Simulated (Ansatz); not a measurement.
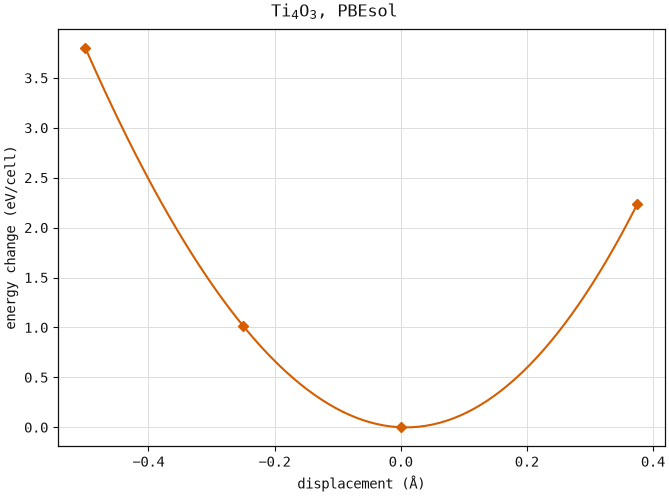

The picture above shows the energy change against displacement for Ti₄O₃, space group I4/mmm (No. 139).

Starting cell:
```xyz
7
Lattice="-2.1059 2.1059 4.1040 2.1059 -2.1059 4.1040 2.1059 2.1059 -4.1040" Properties=species:S:1:pos:R:3 pbc="T T T"
Ti    2.1059    0.0000    0.0000
Ti    0.0000    0.0000    2.1331
Ti    0.0000    2.1059    0.0000
Ti    0.0000    0.0000    6.0749
O     0.0000    2.1059    2.0520
O     0.0000    0.0000    0.0000
O     2.1059    0.0000    2.0520
```

Computed with Ansatz 0.2.0: all atoms of one element of a crystal moved along a line, all else fixed, by plane-wave density functional theory with PAW datasets, free energies less that of the undisturbed cell, pressure positive in compression; scalar-relativistic. Level: PBEsol, no spin polarisation.

wave cutoff 420 eV; k mesh 14×14×14; occupations Gaussian; smearing width 0.15 eV; k shift (0, 0, 0) (mesh steps); start relaxed; moved element O; direction (0.5774, 0.5774, 0.5774) (Cartesian unit vector).

From this curve and the settings, what does the calculation give for the force along the direction (sum over moved atoms) and pressure at the same points?

The force along the direction (sum over moved atoms) falls from 13.5 eV/Å at displacement −0.500 Å to −11.3 eV/Å at 0.375 Å, and changes sign near 0.00 Å. The pressure goes from 28.6 GPa at displacement −0.500 Å to 16.9 GPa at 0.375 Å, not monotonically, with a low of 0.0 GPa at 0.000 Å.

```tsv
displacement (Å)	force along the direction (sum over moved atoms) (eV/Å)	pressure (GPa)
-0.500	13.5	28.6
-0.250	8.0	7.8
0.000	0.0	0.0
0.375	-11.3	16.9
```

Keep in mind: no spin polarisation, a magnetic state may lie lower.
